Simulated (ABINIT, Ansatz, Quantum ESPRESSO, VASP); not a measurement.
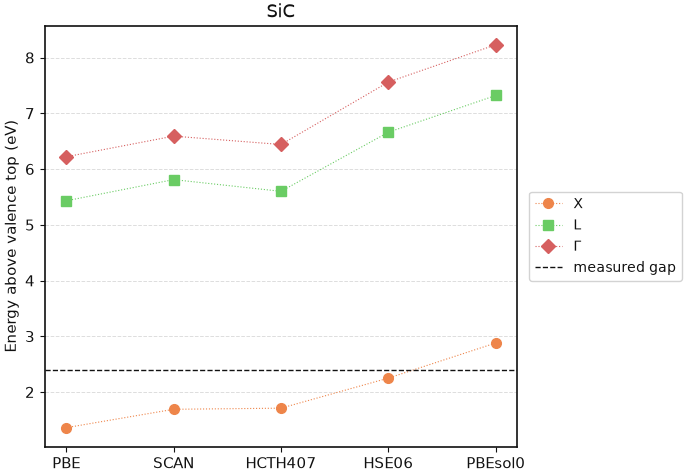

Lowest conduction level at each named k point, counted from the valence-band top at Γ, by several methods on one cell of zincblende SiC, space group F-43m (No. 216), 2 atoms in the primitive cell; cubic a = 4.358 Å. All runs are without spin-orbit coupling and carry no moments. The dashed line is the measured gap, 2.40 eV (doi:10.1038/s41598-020-64415-4).

| method | program | X (eV) | L (eV) | Γ (eV) |
| --- | --- | --- | --- | --- |
| PBE | Ansatz LAPW | 1.36 | 5.43 | 6.22 |
| SCAN | Quantum ESPRESSO | 1.69 | 5.81 | 6.59 |
| HCTH407 | ABINIT | 1.71 | 5.60 | 6.44 |
| HSE06 | VASP | 2.25 | 6.66 | 7.56 |
| PBEsol0 | Ansatz | 2.88 | 7.32 | 8.23 |

Estimate the G0W0@PBE values. It was run as: PBE, VASP PAW PBE potentials, release 64 (Si_GW, C_GW), 6×6×6 k mesh, 500 eV cutoff, Gaussian smearing of 0.01 eV (VASP), G0W0 with GW iterations 1, cutoff of the response function 200 eV, frequency points 50 and empty bands 132.

It starts from PBE, whose row gives 1.36 eV at X in another program. G0W0@PBE gives 2.24 eV at X, 6.56 eV at L and 7.36 eV at Γ, which is +0.88 eV from PBE at X.

How far does each method lie from the measured gap?

The misses are −1.04 eV for PBE, −0.71 eV for SCAN, −0.69 eV for HCTH407, −0.16 eV for G0W0@PBE, −0.15 eV for HSE06 and +0.48 eV for PBEsol0. The measured value also holds zero-point and thermal shifts, which these runs lack.

How do the methods rank at X?

From low to high: PBE 1.36, SCAN 1.69, HCTH407 1.71, G0W0@PBE 2.24, HSE06 2.25, PBEsol0 2.88 eV. Too close to rank are SCAN against HCTH407 (different programs, potentials, meshes and cutoffs) and G0W0@PBE against HSE06 (different potentials, meshes and cutoffs).

Settings. PBE: all-electron LAPW, 10×10×10 k mesh, Fermi-Dirac smearing of 0.05 eV (Ansatz). SCAN: SG15 PBE 1.2, 8×8×8 k mesh, 1197 eV cutoff, Fermi-Dirac smearing of 0.05 eV (Quantum ESPRESSO 7.5). HCTH407: JTH PAW PBE v2.0, 10×10×10 k mesh, 544 eV cutoff, Fermi-Dirac smearing of 0.05 eV (ABINIT). HSE06: VASP PAW PBE potentials, release 64 (Si, C), 8×8×8 k mesh, 520 eV cutoff, Gaussian smearing of 0.02 eV (VASP 6.6.1). PBEsol0: Ansatz PAW, 6×6×6 k mesh, 420 eV cutoff, Fermi-Dirac smearing of 0.05 eV (Ansatz 0.2.0).

These are six of the 56 methods that were run on this cell. Runs that lie over 0.07 eV from the median of the programs for their method weren't drawn. The runs come from different programs and meshes, which adds differences of its own. LDA, GGA and most meta-GGA functionals understate gaps. HCTH407, HSE06 and PBEsol0: the PAW data sets were made with another functional. HSE06 and PBEsol0: the k mesh is thin for exact exchange. SCAN: the potentials were made for another functional. G0W0@PBE: bands, screening cutoff and mesh are small and nothing is extrapolated, so the quasiparticle values aren't converged. The GW values are at finite bands, cutoffs and mesh, short of the basis limit.
